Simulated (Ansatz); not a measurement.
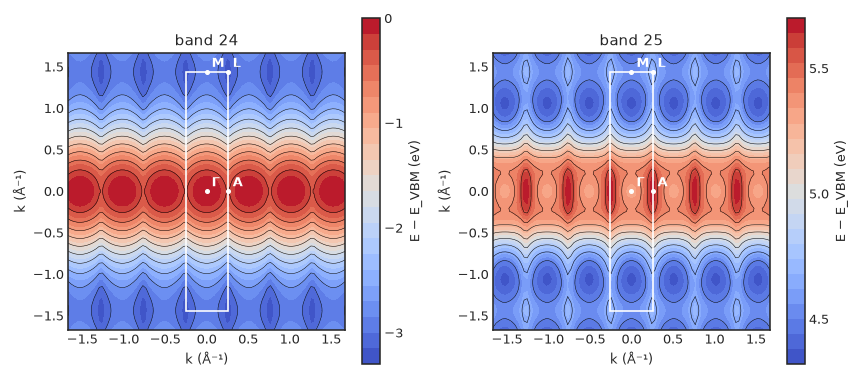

Two bands of C (space group P6_3/mmc, No. 194) over the plane through Γ, A and M: the highest mostly filled and the lowest mostly empty one.

These are results of DFT PBE, scalar-relativistic, plane waves, PAW; levels and slopes on a dense k mesh at the converged density in Ansatz, not measurements. No spin polarisation. Mesh 42×42×8, interpolated with the band slopes. Cell and positions as given, without relaxation (largest force 0.3 eV/Å).

Question: Give both levels and their distance at the named points.

Answer:
```csv
point,lower band (eV),upper band (eV),distance (eV)
Γ,0.00,5.30,5.30
A,−0.33,5.70,6.03
M,−2.89,4.53,7.43
L,−3.24,4.70,7.94
```

Question: Where are the band edges of the whole zone?

Answer: The valence band has one maximum at Γ, two bands meeting there, with masses of 0.28 and 0.81 mₑ along x, 0.28 and 0.81 mₑ along y and 0.68 mₑ along z; the conduction band has six equivalent minima on the Γ–M line, principal masses 0.23, 0.73 and 1.47 mₑ. The gap is indirect, 4.36 eV at this level of theory, which underestimates gaps and can reorder valleys that lie close.

Spin-orbit coupling, left out here, can split bands that meet at an edge and change their masses.
